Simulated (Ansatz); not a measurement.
# Energy of CrO$_{2}$ along an even scaling of the cell

System: CrO$_{2}$ (P4₂/mnm, 6 atoms in the cell).
Method: Kohn-Sham DFT of a periodic cell, PBEsol, Ansatz PAW, spin-polarised (Ansatz 0.2.0).

The 6 runs differ only in the geometry, by an even scaling of the cell at fixed fractional positions. The structure derives from an entry of the Crystallography Open Database.

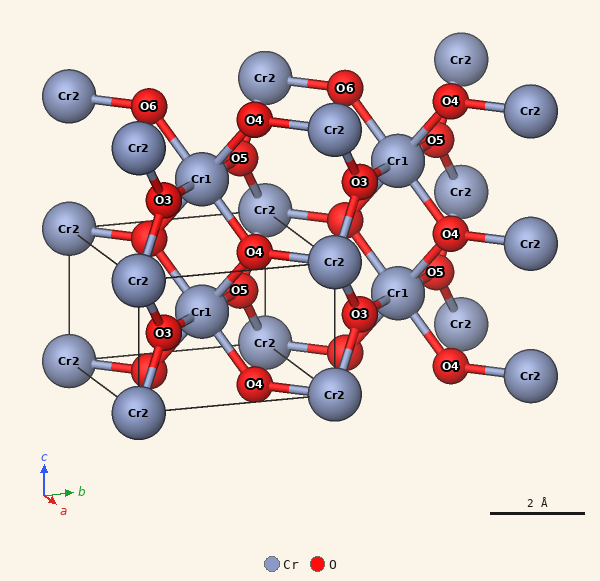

Figure 1. The structure of run 4 (ball-and-stick view of the cell of the calculation, repeated 1 × 2 × 2, seen slightly off an axis; atoms are numbered from 1 in the order of the input).

### Input of run 4
```yaml
crystal:
  lattice:
    - [4.450278999, 0.0, 0.0]
    - [0.0, 4.450278999, 0.0]
    - [0.0, 0.0, 2.9363184438]
  atoms:
    - { symbol: Cr, position: [0.5, 0.5, 0.5], spin: 3.0 }
    - { symbol: Cr, position: [0.0, 0.0, 0.0], spin: 3.0 }
    - { symbol: O, position: [0.801, 0.199, 0.5] }
    - { symbol: O, position: [0.699, 0.699, 0.0] }
    - { symbol: O, position: [0.199, 0.801, 0.5] }
    - { symbol: O, position: [0.301, 0.301, 0.0] }
hamiltonian:
  xc: pbesol
  pseudopotentials: { kind: paw }
magnetization:
  spin_polarized: true
kpoints:
  mp_grid: { grid: [6, 6, 9] }
scf:
  occupations: { method: fermi_dirac, width: 0.05 }
output:
  forces: true
  stress: true
  eigenvalues: true
```

Command:
```bash
ansatz run input.yaml --threads 2 --pin off --max-ram 5632MiB --backend cpu --events-out ev --progress --plain --runs-dir out
```

Run 2 differs from it as follows:
```diff
-    - [4.450278999, 0.0, 0.0]
-    - [0.0, 4.450278999, 0.0]
-    - [0.0, 0.0, 2.9363184438]
+    - [4.391327965, 0.0, 0.0]
+    - [0.0, 4.391327965, 0.0]
+    - [0.0, 0.0, 2.8974222289]
```

### Results, with one run withheld

```csv
run,volume per atom (Å³),"free energy per atom, from the lowest run given (meV)",pressure (GPa)
1,8.932,5.97,10.66
2,9.312,?,?
3,9.502,0.00,−6.37
4,9.692,10.28,−10.87
5,9.882,25.59,−14.88
6,10.072,45.42,−18.45
```

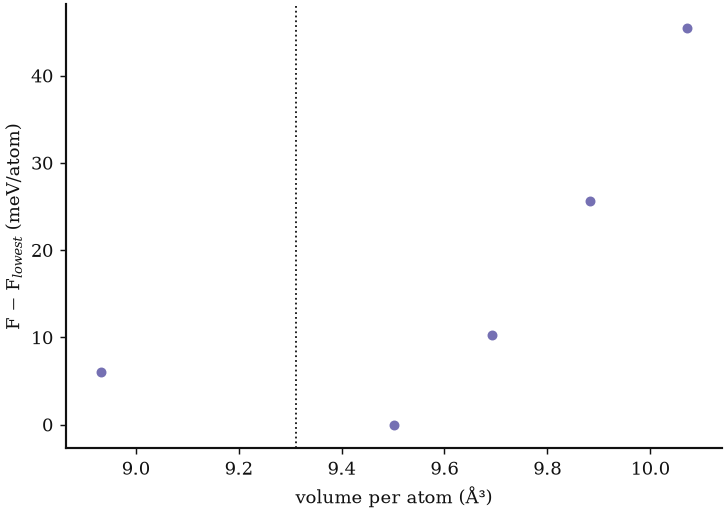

Figure 2. Free energy per atom of the runs given; the dotted line marks run 2.

Estimate the energy of run 2 from the others.

A cubic polynomial in V^(−2/3) (the Birch–Murnaghan form), fitted to the 5 runs given, misses them by at most 0.01 meV per atom. With x = V^(−2/3) − 0.22135 Å⁻², it reads F = 4.7667 − 3578.7 x + 3.3233e+05 x² + 4.371e+05 x³ (meV per atom). At run 2 it gives −4.61 meV per atom, and the run itself gives −4.59. The slope of the fit gives a pressure −dF/dV of −1.32 GPa there, and the run prints −1.32 GPa. The fit has its minimum at 9.266 Å³ per atom, where V d²F/dV² gives 268 GPa. Cell shape and fractional positions are held, so this is the stiffness under even scaling; the relaxed bulk modulus wasn't computed.

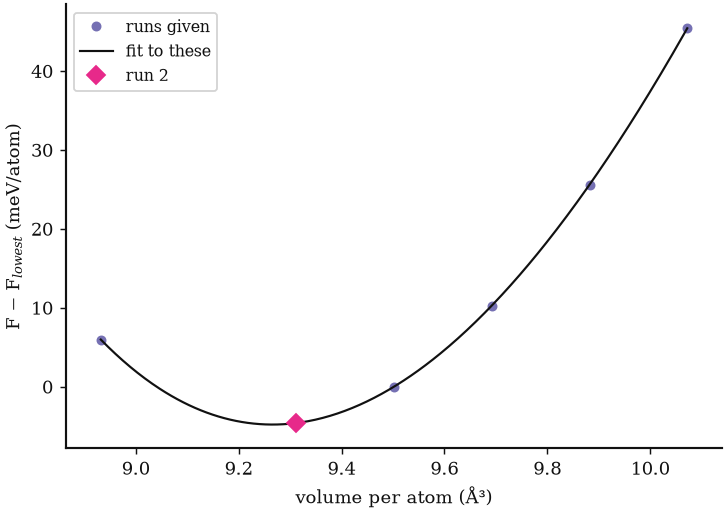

Figure 3. The fit and the withheld run.

### Output, shortened to warnings, some set-up lines, iterations and results (run 2)
```
Basis set: ecut = 420 eV, 1089 PW (Γ), exchange–correlation on 60×60×40 points (8 copies of the dense FFT grid, shifted against one another)
Symmetry: 16 space group operations
k-points: 50 of 324
Initial density: superposition of atomic densities (chi_scale 0.1, normalization cell, long waves kept (reshape's long-wave potential 0.00 eV rms))
[...]
SCF iter   1: F=—  HF=-8944.557134 eV  |F-HF|=—  |Δ(HF+E_count)|=         —  Δρ=6.38e-2 (↑6.38e-2 ↓3.70e-2)  dr2=2.61e0  dr2_m=6.73e-1  M=4.000 μB ∫|m|=4.355 μB  β_m=0.30  …
SCF iter   2: F=—  HF=-8943.786594 eV  |F-HF|=—  |Δ(HF+E_count)|=   7.71e-1  Δρ=3.90e-2 (↑3.90e-2 ↓2.56e-2)  dr2=7.97e-1  dr2_m=2.89e-1  M=4.000 μB ∫|m|=4.425 μB  β_m=0.51  …
SCF iter   3: F=—  HF=-8943.360727 eV  |F-HF|=—  |Δ(HF+E_count)|=   4.26e-1  Δρ=1.02e-2 (↑1.02e-2 ↓8.93e-3)  dr2=7.36e-2  dr2_m=1.50e-2  M=4.000 μB ∫|m|=4.491 μB  β_m=0.63  …
SCF iter   4: F=—  HF=-8943.345207 eV  |F-HF|=—  |Δ(HF+E_count)|=   1.55e-2  Δρ=2.83e-3 (↑2.83e-3 ↓1.94e-3)  dr2=8.34e-3  dr2_m=9.33e-4  M=4.000 μB ∫|m|=4.521 μB  β_m=0.82  …
SCF iter   5: F=—  HF=-8943.348033 eV  |F-HF|=—  |Δ(HF+E_count)|=   2.83e-3  Δρ=6.37e-4 (↑6.22e-4 ↓6.37e-4)  dr2=1.56e-3  dr2_m=3.38e-6  M=4.000 μB ∫|m|=4.524 μB  β_m=0.91  …
SCF iter   6: F=—  HF=-8943.348111 eV  |F-HF|=—  |Δ(HF+E_count)|=   7.81e-5  Δρ=5.14e-4 (↑5.14e-4 ↓3.64e-4)  dr2=3.39e-4  dr2_m=5.96e-6  M=4.000 μB ∫|m|=4.521 μB  β_m=0.95  …
SCF iter   7: F=—  HF=-8943.348194 eV  |F-HF|=—  |Δ(HF+E_count)|=   8.28e-5  Δρ=2.22e-4 (↑2.22e-4 ↓1.14e-4)  dr2=4.78e-5  dr2_m=2.08e-6  M=4.000 μB ∫|m|=4.521 μB  β_m=0.98  …
SCF iter   8: F=—  HF=-8943.348333 eV  |F-HF|=—  |Δ(HF+E_count)|=   1.40e-4  Δρ=8.03e-5 (↑8.03e-5 ↓5.41e-5)  dr2=8.94e-6  dr2_m=1.58e-7  M=4.000 μB ∫|m|=4.522 μB  β_m=0.99  …
SCF iter   9: F=—  HF=-8943.348334 eV  |F-HF|=—  |Δ(HF+E_count)|=   5.03e-7  Δρ=2.33e-5 (↑2.33e-5 ↓2.03e-5)  dr2=1.06e-6  dr2_m=1.01e-8  M=4.000 μB ∫|m|=4.521 μB  β_m=0.99  …
SCF iter  10: F=—  HF=-8943.348334 eV  |F-HF|=—  |Δ(HF+E_count)|=   3.90e-8  Δρ=1.65e-6 (↑1.65e-6 ↓1.49e-6)  dr2=4.30e-9  dr2_m=8.01e-11  M=4.000 μB ∫|m|=4.521 μB  β_m=1.00  …
SCF iter  11: F=-8943.348334 eV  HF=-8943.348334 eV  |F-HF|=1.04e-10  |Δ(HF+E_count)|=   3.13e-9  Δρ=3.86e-7 (↑3.85e-7 ↓3.86e-7)  dr2=2.31e-10  dr2_m=4.02e-12  M=4.000 μB …
SCF 1 converged in 11 iterations: F = -8943.348334 eV  dr2 = 2.31e-10
SCF converged after 11 iterations
Magnetization: 4.0000 μB (28.0000 up, 24.0000 down)
Absolute magnetization: 4.5214 μB (∫|ρ↑−ρ↓|, with the PAW one-centre terms)
Spin contamination: 0.0957 ħ² per cell (⟨S²⟩ above its minimum at these occupations)
Per-site moments (μB) at R_I (Å): [(1.6919396629262808, 0.7710833398307758), (1.6919396629262806, 0.7710833398307756), (-0.0534200802932657, 0.7710833398307758), (-0.05342008029326585, 0.7710833398307758), (-0.053420080293265705, 0.7710833398307758), (-0.05342008029326584, 0.7710833398307756)]
Free energy (F): -8943.348334 eV
Harris-Foulkes:  -8943.348334 eV  (|F-HF|=1.04e-10)
Internal energy: -8943.336334 eV  (E = F + TS)
E sigma→0 (E₀):  -8943.342334 eV
Entropy (-TS):   -0.012000 eV (-2.000 meV/atom)
Fermi energy:    11.089731 eV
--- Per-component energies (eV) ---
  E_band       = -492.226082
  E_kinetic    = 1376.185710
  E_local      = -4363.015438  (includes V_loc(G=0)·N_el)
  E_nonlocal   = 350.124935
  E_hartree    = 1739.942964
  E_xc         = -566.059474
  E_vxc        = -725.802356  (∫ρ·V_xc dr)
  E_paw        = -2938.356075  (= ΣΔE_a)
  E_vpaw       = -609.615629  (= ΣTr[D̂ρ^β])
  E_aug_tail   = 0.010721  (compensation charges beyond the density's cutoff)
  E_ewald      = -4542.630826
  E_core_change = 0.461151  (= ΣΔE_core)
  E_smearing   = -0.012000  (= −TS)
  E_closure    = 0.000000  (closes the sum)
  Σ components = -8943.348334   (vs F -8943.348334, Δ=0.00e0)
--- Forces (eV/Å), atoms counted from 1 ---
  atom   1  Cr    -0.00000000    -0.00000000    -0.00000000
  atom   2  Cr     0.00000000    -0.00000000     0.00000000
  atom   3  O      0.21533623    -0.21533623    -0.00000000
  atom   4  O     -0.21533623    -0.21533623     0.00000000
  atom   5  O     -0.21533623     0.21533623     0.00000000
  atom   6  O      0.21533623     0.21533623    -0.00000000
  max |Σ_I F_I| component: 5.55e-17 eV/Å
--- Stress (GPa, compression-positive) ---
       -0.715855       0.000000       0.000000
        0.000000      -0.715855       0.000000
        0.000000       0.000000      -2.533149
  P = ⅓ Tr σ = -1.3216 GPa (-13.216 kbar)
```
